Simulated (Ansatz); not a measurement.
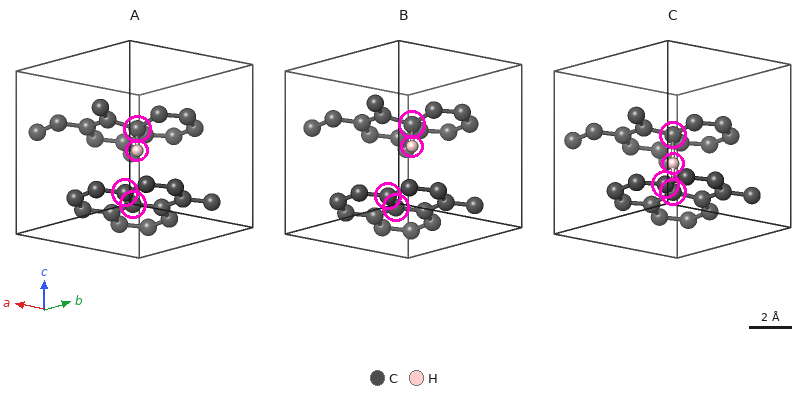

3 geometries from a converged minimum-energy path of a defect cell of composition HC28 (29 atoms in the cell), shuffled. A ball-and-stick model of the simulation cell (origin moved), seen from a free direction. The atoms that move most are ringed. Bonds to atoms that aren't drawn are left out.

Level of theory: DFT PBE, scalar-relativistic, plane waves, PAW (Ansatz). Settings: plane-wave cutoff 420 eV; k-point mesh 4 × 4 × 3; Gaussian smearing 0.1 eV; 3 movable images; climbing image.

Q: Which frame is the top of the path?

A: C. In order along the path, whose images run from 0 to 4: C (image 2, +0.78 eV), A (image 3, +0.01 eV), B (image 4, 0.00 eV). The H atom travels furthest, 1.81 Å from end to end, roughly along [0 1 1], on a path that bends up to 0.25 Å away from the straight line. At the highest image its nearest neighbour (C) is 1.49 Å away, against 1.13 Å at the start, and the surrounding atoms stand up to 0.74 Å off the mean of their end positions. Breaking: C–H (1.13 → 3.05 Å). Forming: C–H (3.05 → 1.13 Å).

Limits of the set-up: the periodic images lie only 6.5 Å apart, so the values are limited by the cell's size.

The run took 34 min on 4 threads of AMD EPYC (Zen 3), with other jobs on the host, peak memory 2.5 GiB.
